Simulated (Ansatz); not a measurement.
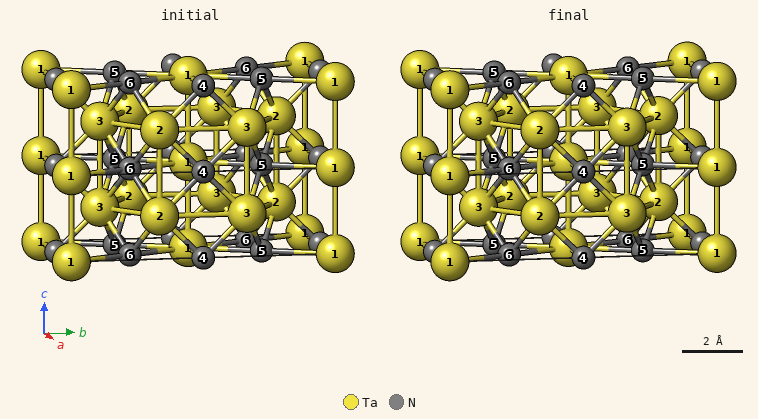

The structure of solid TaN (set up in P2/m) before (left) and after (right) a relaxation, at one scale.

The picture is a ball-and-stick view of the conventional cell (2 times the calculation's cell), repeated 1 × 1 × 2 with one cell outlined, seen slightly off an axis. Lengths and directions refer to the drawn axes.

Case: uniaxial strain along a of -6.0 %; b, c and atoms relaxed.

Level of theory: DFT PBEsol, scalar-relativistic, plane waves, PAW (Ansatz 0.2.0).

The input:
```yaml
crystal:
  lattice:
    - [4.8927840485, 0.0, 0.0]
    - [-2.4463920242, 4.5753557558, 0.0]
    - [0.0, 0.0, 2.947141202]
  atoms:
    - { symbol: Ta, position: [0.0, 0.0, 0.0] }
    - { symbol: Ta, position: [0.334667026, 0.6690250309, 0.5] }
    - { symbol: Ta, position: [0.665332974, 0.3309749691, 0.5] }
    - { symbol: "N", position: [0.5, 0.0, 0.0] }
    - { symbol: "N", position: [0.5, 0.5, 0.0] }
    - { symbol: "N", position: [0.0, 0.5, 0.0] }
basis:
  ecutwfc: 420
kpoints:
  mp_grid: { grid: [12, 12, 12] }
hamiltonian:
  xc: pbesol
scf:
  occupations: { method: gaussian, width: 0.1 }
output:
  forces: true
  stress: true
  eigenvalues: true
relax:
  adjacent_minimum: "off"
  f_tol: 0.008
  max_steps: 40
  cell: { stress_tol: 0.015, fix: [a, angles] }
```

Command:
```bash
ansatz run input.yaml --threads 1 --pin off --max-ram 2560MiB --backend cpu --events-out ev --progress --plain --runs-dir out
```

Question: Describe what moved and what it gained.

Answer: The run was cut off at its time limit before the relaxation converged, so the last structure is only a point on the way. The energy falls by 2.9 meV per atom in 2 geometry steps. The largest force component goes from 0.52 to 0.035 eV/Å. Pressure: 8.31 GPa at the start and 4.27 GPa at the end. The largest moves relative to the cell, 0.021 Å, are those of Ta2 and Ta3. Ta3 goes along −b. N stays in place. The volume changes by +1.3 %, with a unchanged at 4.893 Å, b 9.151 → 9.273 Å (+1.3 %), c 2.947 → 2.946 Å (0.0 %), γ 90.0° → 90.4°. Some distances before and after: Ta1–Ta2 3.397 → 3.453 Å, Ta2–Ta3 2.893 → 2.934 Å, Ta1–N6 2.594 → 2.629 Å, Ta1–N5 2.594 → 2.613 Å. Within 0.06 Å the space group is Cmmm at the start and Cmmm at the end; at a tighter tolerance small leftover displacements or strains of the cell lower it.
